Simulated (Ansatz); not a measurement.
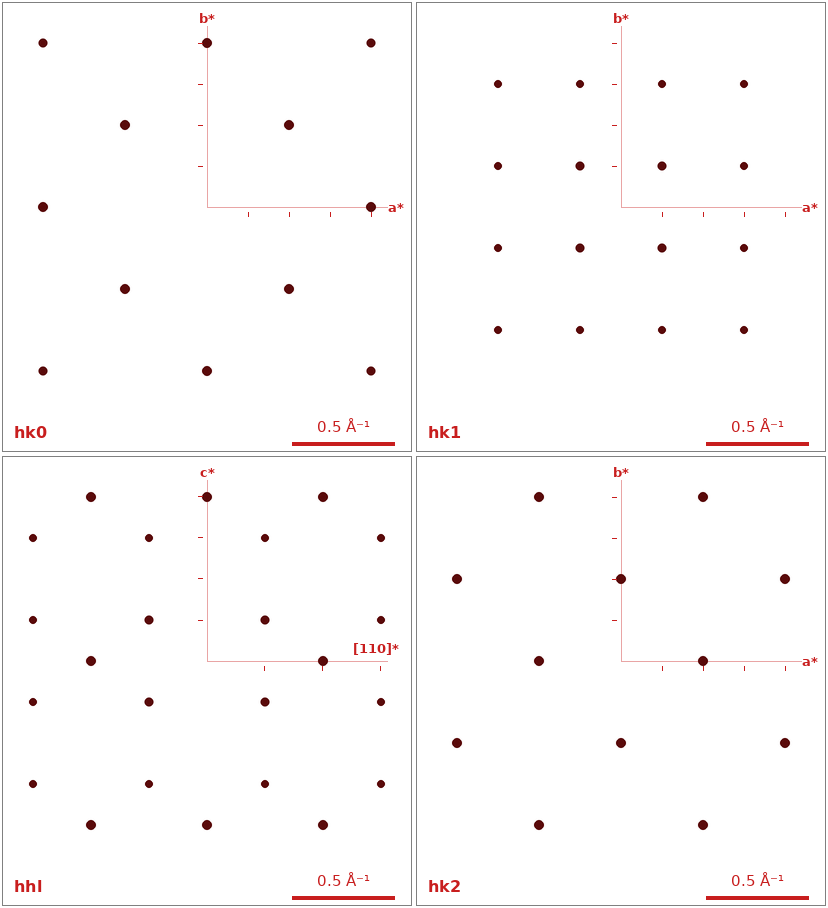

Simulated precession-type sections (neutrons; kinematic intensities, B = 0.5 Å²). The ticks mark integer indices of the conventional cell.

**Read the reciprocal cell and give the direct cell.**

a* = 0.203, b* = 0.203, c* = 0.203 Å⁻¹; the cell is cubic with a = 4.94 Å.

**Which reflection conditions do the layers show?**

Reflections are present only under these conditions. hkl: h + k = 2n, h + l = 2n; hk0: h = 2n, h + k = 4n; hhl: h + l = 2n; h00: h = 4n. The lattice is face-centred (F). Further gaps, such as 2 2 2, 4 4 2, come from atoms on special positions, not from the group's general conditions.

**Which space groups fit?**

The intensities have Laue symmetry m-3m (the hk0 layer shows 4mm, hk1 shows 4mm). With these conditions only Fd-3m (No. 227) fits. The compound is Ni. Structure: the end point of a relaxation with Ansatz 0.2.0, DFT, LDA (PW92), plane waves (420 eV) with PAW, scalar-relativistic; the starting structure was generated, so it need not be a known form of this composition.
